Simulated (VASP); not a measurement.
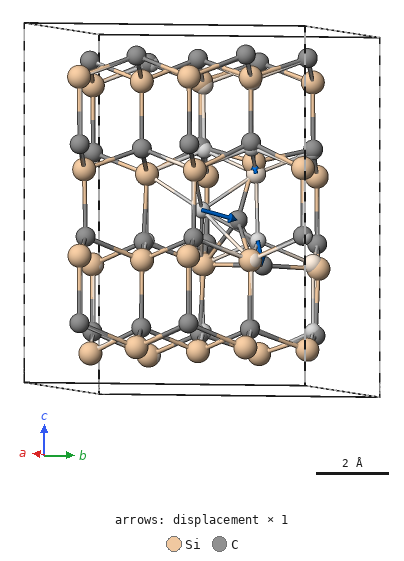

A relaxation of a defect cell of composition Si₂₈C₂₉. The starting structure is drawn faded, the final one solid; blue arrows show the displacements, at their true length.

A ball-and-stick model of the cell of the calculation (origin shifted), seen from a free direction.

The run lets the atoms move in a fixed cell.

Level of theory: Kohn-Sham DFT of a periodic cell, PBE, VASP PAW PBE potentials, recommended (VASP).

The input:
```
PREC = Normal
ENCUT = 450
EDIFF = 1E-6
ISMEAR = 0
SIGMA = 0.01
LREAL = Auto
LASPH = True
NELM = 80
ALGO = Normal
ISIF = 2
LWAVE = False
LCHARG = False
GGA = PE
IBRION = 2
NSW = 70
EDIFFG = -0.025
ICORELEVEL = 1
NELECT = 230.0
ISYM = 0
KPAR = 4
NCORE = 2
```

Launched with:
```bash
cat potpaw_PBE.64/Si/POTCAR potpaw_PBE.64/C/POTCAR > POTCAR
mpirun -np 8 vasp_std > vasp.out
```

**Which element moves most?**

Carbon: up to 1.12 Å, against 0.33 Å for silicon.

**What did the optimiser do to the structure, and how much energy did it gain?**

Over 66 geometry steps the energy falls by 4.502 eV per cell of the calculation. Largest force component: 2.7 eV/Å at the start, 0.014 eV/Å at the end. The atom that moves furthest is a C atom (1.12 Å roughly along [−1 3 −1]). By element the largest moves are C 1.12 Å, Si 0.33 Å. The cell stays as it was. Among the contacts that change: C–Si 1.886 → 2.914 Å, C–Si 2.090 → 2.911 Å, C–Si 2.401 → 3.217 Å, C–C 2.016 → 2.755 Å. Bonds break, among them: C–Si (1.89 → 2.91 Å), C–Si (2.09 → 2.91 Å), C–Si (2.17 → 2.90 Å). Among the angles between lasting bonds that change: Si–C–C 58.3° → 130.6°, C–Si–C 167.6° → 119.3°, Si–C–C 172.4° → 124.2°.

Limits of the set-up: the periodic images lie only 8.2 Å apart, so the values are limited by the cell's size.
